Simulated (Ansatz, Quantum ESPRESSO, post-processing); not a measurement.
# Band offsets of the GaAs/ZnSe(110) superlattice, 5 + 5 layers, a = 5.63 Å, part 2 of 2

Wanted: the band alignment of the GaAs/ZnSe(110) superlattice, 5 + 5 layers, a = 5.63 Å.

Quantum ESPRESSO 7.5; plane-wave DFT, LDA, GBRV ultrasoft pseudopotentials; cross-check by Ansatz 0.2.0 with PAW datasets.

So far. Step 3 (Self-consistent run of bulk GaAs): The run needed 9 iterations to bring the estimated error under 1e-07 Ry. Step 11 (SCF with pw.x of the superlattice): The run needed 35 iterations to bring the estimated error under 1e-07 Ry; the largest force on any atom, held or free, is 0.51 eV/Å.

## 14. Projections on atomic orbitals

projwfc.x splits the states by atom and orbital; the spilling says how much the atomic basis misses.

The input, pdos.in:

```
&projwfc
  prefix = 'ab'
  outdir = './out'
  filpdos = 'pdos'
  Emin = 4.258
  Emax = 11.258
  DeltaE = 0.05
  ngauss = 0
  degauss = 0.006
/
```

Command:

```sh
$ OMP_NUM_THREADS=1 mpirun -n 4 projwfc.x -in pdos.in > pdos.out
```

Wall time 8.8 s (4 MPI ranks of Arm Neoverse V1, shared host); peak memory 0.4 GiB.

This step gave:

| Item | Value |
| --- | --- |
| spilling of the projection | 0.0011 |

The density of states has structure finer than the step of the table below, so its rows give means over 0.5 eV, whole bins alone (the curve runs from -3.00 to 3.55 eV). Peaks (eV: height): -2.80: 17.9, -2.50: 19.7, -1.95: 16.3, 1.45: 5.6, 1.80: 9.73, 2.65: 15.8.

Gaussian width 0.006 Ry; cut where the computed bands begin to run out. The density of states by energy, zero at the Fermi level; means over each step:

```
energy (eV)  density of states (states/eV a cell)
       -2.5                                  14.5
       -2.0                                  13.7
       -1.5                                  9.21
       -1.0                                  5.73
       -0.5                                  2.14
        0.0                                 0.145
        0.5                                0.0237
        1.0                                  1.37
        1.5                                  4.17
        2.0                                  9.90
        2.5                                  13.8
        3.0                                  11.2
```

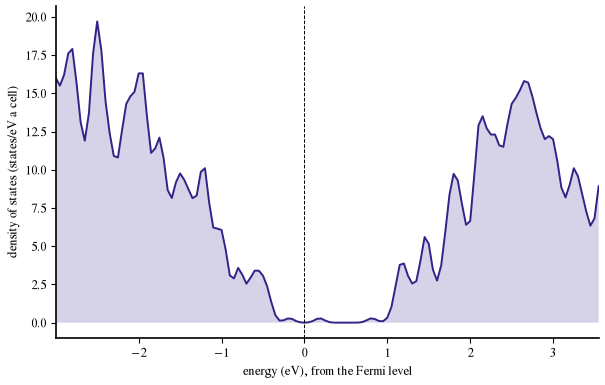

Density of states, plotted against energy.

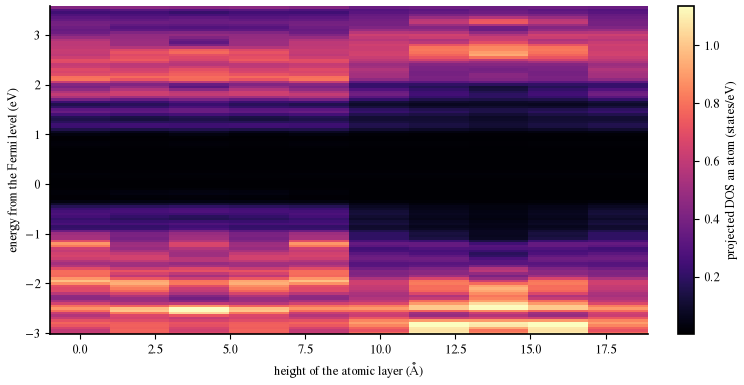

Projected DOS an atom over height of the atomic layer and energy from the Fermi level. Columns are the atomic layers from the bottom up.

Löwdin valence electrons by atom:

```csv
atom,Löwdin valence electrons (e)
Ga1,18.9
As2,5.0
Ga3,19.0
As4,5.0
Ga5,19.0
As6,5.0
Ga7,19.0
As8,5.0
Ga9,18.9
As10,5.0
Zn11,20.2
Se12,5.9
Zn13,20.1
Se14,5.9
Zn15,20.1
Se16,5.9
Zn17,20.1
Se18,5.9
Zn19,20.2
Se20,5.9
```

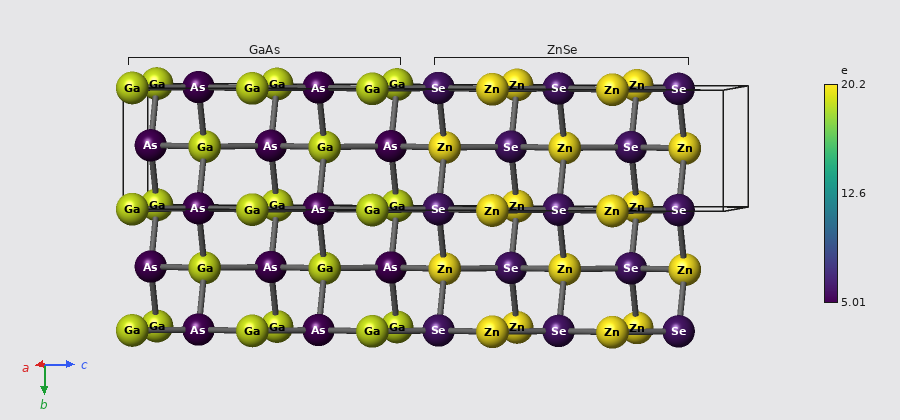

Atoms coloured by Löwdin valence electrons. 1×2×1 cells are drawn. Some periodic images of atoms are drawn too.

The atomic orbitals miss 0.1 % of the occupied states; for empty states the projections can miss much more.

## 15. The line-up

Each edge is taken over its own crystal's mean potential and then placed on the mean potential of those layers in the superlattice:

```csv
crystal,valence top − mean (eV),conduction bottom − mean (eV),mean in the superlattice (eV)
GaAs,-2.492,-2.110,9.653
ZnSe,3.456,4.560,2.816
```

Valence offset = (3.456 + 2.816) − (-2.492 + 9.653) = -0.889 eV; conduction offset = -0.168 eV.

## 16. The same in Ansatz of bulk GaAs

As a check, the same structure is run in Ansatz.

Level of this step: plane-wave DFT, LDA, Ansatz PAW (Ansatz 0.2.0).

The input, input.yaml:

```yaml
crystal:
  lattice:
    - [5.63, 0.0, 0.0]
    - [0.0, 3.9810111781, 0.0]
    - [0.0, 0.0, 3.9810111781]
  atoms:
    - { symbol: Ga, position: [0.0, 0.0, 0.0] }
    - { symbol: As, position: [0.25, 0.5, 0.0] }
    - { symbol: Ga, position: [0.5, 0.5, 0.5] }
    - { symbol: As, position: [0.75, 0.0, 0.5] }
kpoints:
  mp_grid: { grid: [6, 8, 8] }
hamiltonian:
  xc: lda
scf:
  occupations: { method: fermi_dirac, width: 0.02 }
  convergence: { dr2_threshold: 1.0e-08 }
output:
  eigenvalues: true
checkpoint:
  write: az.a.run
  compress: false
  write_wavefunctions: false
```

Command:

```sh
$ ansatz run input.yaml --threads 4 --pin off --max-ram 16384MiB --backend cpu --events-out ev --progress --plain --runs-dir out
```

Elapsed: 4.6 s, on 4 threads; peak memory 0.42 GiB; 18 s of CPU time.

Read from the output:

* free energy: -16962.5876 eV
* Fermi energy: 8.243 eV
* gap by band count: 0.3784 eV
* symmetry operations: 16

## 17. The same in Ansatz of bulk ZnSe

input.yaml, the sections that differ from step 16:

```yaml
crystal:
  lattice:
    - [5.63, 0.0, 0.0]
    - [0.0, 3.9810111781, 0.0]
    - [0.0, 0.0, 3.9810111781]
  atoms:
    - { symbol: Zn, position: [0.0, 0.0, 0.0] }
    - { symbol: Se, position: [0.25, 0.5, 0.0] }
    - { symbol: Zn, position: [0.5, 0.5, 0.5] }
    - { symbol: Se, position: [0.75, 0.0, 0.5] }
checkpoint:
  write: az.b.run
  compress: false
  write_wavefunctions: false
# kpoints, hamiltonian, scf, output: as in step 16
```

It took 4.8 s on 4 threads; peak memory 0.42 GiB.

Read from the output:

| Item | Value |
| --- | --- |
| free energy | -17261.6807 eV |
| Fermi energy | 7.298 eV |
| gap by band count | 1.112 eV |

## 18. Offsets by Ansatz's align-bands

Level of this step: band offsets by ansatz align-bands; plane-wave DFT, LDA, Ansatz PAW (Ansatz 0.2.0).

The input, align.yaml:

```yaml
offset:
  left:
    bulk: { run: az.a.run }
    window: [1.99050558904, 5.97151676712]
    period: 3.98101117808
  right:
    bulk: { run: az.b.run }
    window: [11.94303353424, 15.92404471232]
    period: 3.98101117808
  interface: { run: relax.run, axis: 3 }
```

Command:

```sh
$ ansatz align-bands align.yaml -- --threads 4 --pin off
```

Run time: 0.04 s. Hardware: 4 threads.

The program refused the input before any cycle.

The program's message: “Error: offset.left.bulk (az.a.run): the run's report holds no band edges: run a crystal with a gap at scf.occupations.method: fixed (a smearing can hide a gap that it is not narrow beside), with an em …”

## 19. Self-consistent run of bulk ZnSe, with smearing = gaussian and degauss = 0.03

A sensitivity test on the input.

Level of this step: plane-wave DFT, LDA, GBRV ultrasoft pseudopotentials (Quantum ESPRESSO 7.5).

The input, b.w0.in:

```
&control
  prefix = 'b.w0'
  outdir = './out'
  pseudo_dir = './pseudo'
  calculation = 'scf'
  tprnfor = .true.
/
&system
  ibrav = 0
  nat = 4
  ntyp = 2
  ecutwfc = 40
  ecutrho = 200
  occupations = 'smearing'
  smearing = 'gaussian'
  degauss = 0.03
/
&electrons
  conv_thr = 1e-07
  mixing_beta = 0.5
  electron_maxstep = 120
/
ATOMIC_SPECIES
  Zn  65.3800  zn_lda_v1.uspp.F.UPF
  Se  78.9710  se_lda_v1.uspp.F.UPF
CELL_PARAMETERS angstrom
  5.63000000000000 0.00000000000000 0.00000000000000
  0.00000000000000 3.98101117808026 0.00000000000000
  0.00000000000000 0.00000000000000 3.98101117808026
ATOMIC_POSITIONS crystal
  Zn  0.000000000000 0.000000000000 0.000000000000
  Se  0.250000000000 0.500000000000 0.000000000000
  Zn  0.500000000000 0.500000000000 0.500000000000
  Se  0.750000000000 0.000000000000 0.500000000000
K_POINTS automatic
  6 8 8 0 0 0
```

Command:

```sh
$ OMP_NUM_THREADS=1 mpirun -n 4 pw.x -nk 4 -in b.w0.in > b.w0.out
```

Wall time 22 s (4 MPI ranks); peak memory 0.39 GiB; 89 s of CPU time.

Beside the run it was changed from:

```
        quantity   this run  unchanged run  difference
free energy (eV)  -13728.83      -13728.83     -8.8e-5
   wall time (s)         22             23            
  SCF iterations          9              9
```

The free energy moves by -0.022 meV an atom.

## 20. Summary of results

```json
{
  "valence top of ZnSe less that of GaAs": "-0.89 eV",
  "conduction bottom of ZnSe less that of GaAs": "-0.17 eV",
  "gap of bulk GaAs along the path": "0.38 eV",
  "gap of bulk ZnSe along the path": "1.10 eV"
}
```

In words: The valence top of ZnSe lies 0.89 eV below that of GaAs, and its conduction bottom 0.17 eV below (LDA, GBRV ultrasoft). At this level the alignment is staggered (type II). The conduction bottom lies at Γ in GaAs and at Γ in ZnSe. The lower conduction bottom lies only 0.21 eV over the higher valence top, and the gaps of this level are too small, so the type of the line-up may change with better gaps. The atoms are held on ideal sites, so the interface is not relaxed. The thickness of the layers was not varied. Both crystals are held cubic at a = 5.63 Å, a typed value between or near their lattice constants, which no run here tested; a real film grown on one of them would be clamped in the plane and relax along the normal. Semilocal gaps are too small and can put the valleys in the wrong order, which spoils the conduction offset more than the valence offset. Spin-orbit coupling is left out; depending on the atoms that carry the levels of interest, it can split and shift them by tens to hundreds of meV.

Comparison with the measured values:

| quantity | measured | LDA, GBRV ultrasoft |
| --- | --- | --- |
| valence-band offset (size of the offset at GaAs/ZnSe) (eV) | 0.98 | 0.89 (-0.09 eV) |

Measured values from arxiv:2401.02021 (2024).

How well it matches: The valence-band offset is off by -0.09 eV: good agreement. The grades are ours: good and fair within 20 and 40 % for the valence-band offset. Zero-point motion and thermal motion are not in the computed valence-band offset.

[Logs are printed without paths, hosts, clocks, repeated set-up lines and the standing remarks that a program may print on its own settings, such as how far it seeks lower states.]

[Hosts, paths, dates, database ids (printed as entryN), source tags and the programs' standing remarks are cut or masked in the printed files.]

[Maps of the electrostatic potential energy from Ansatz leave out the sawtooth potential of an applied field or a dipole correction, so their vacuum need not be flat; planar profiles and work functions include it.]
